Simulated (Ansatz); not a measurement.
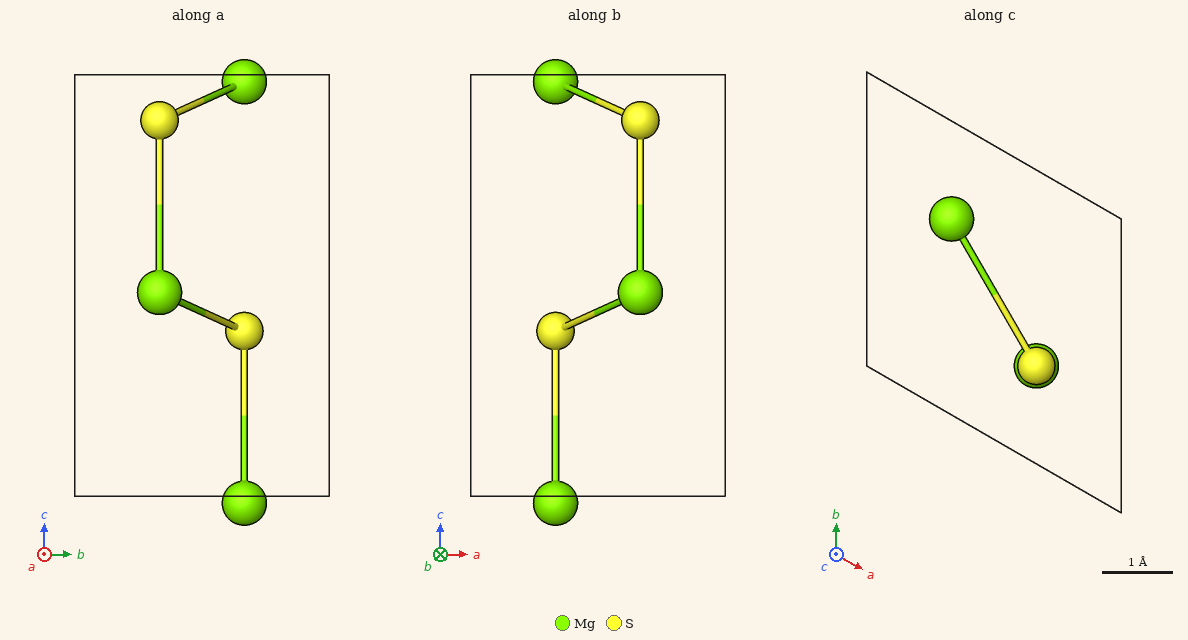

Structure drawing (ball-and-stick), viewed along the a axis, along the b axis and along the c axis. One conventional unit cell is outlined, and atoms on its boundary appear in each equivalent place.

Lattice parameters: a = 4.2260 Å, b = 4.2260 Å, c = 6.0598 Å, α = 90.000°, β = 90.000°, γ = 120.000°.

### Set out the cell and atoms as a CIF with its space group and independent sites, with free fractional coordinates to two decimals.

```cif
data_structure
_symmetry_space_group_name_H-M 'P 63 m c'
_symmetry_Int_Tables_number 186
_cell_length_a 4.2260
_cell_length_b 4.2260
_cell_length_c 6.0598
_cell_angle_alpha 90.000
_cell_angle_beta 90.000
_cell_angle_gamma 120.000
_cell_volume 93.72
loop_
_atom_site_label
_atom_site_type_symbol
_atom_site_symmetry_multiplicity
_atom_site_Wyckoff_symbol
_atom_site_fract_x
_atom_site_fract_y
_atom_site_fract_z
_atom_site_occupancy
Mg1 Mg 2 b 0.3333 0.6667 0.98 1
S1 S 2 b 0.3333 0.6667 0.39 1
```

It goes back to a structure type filled with these elements by a generator (whether the compound takes this form wasn't checked). The cell was then strained or its atoms displaced on purpose. A calculation with Ansatz used it as input.
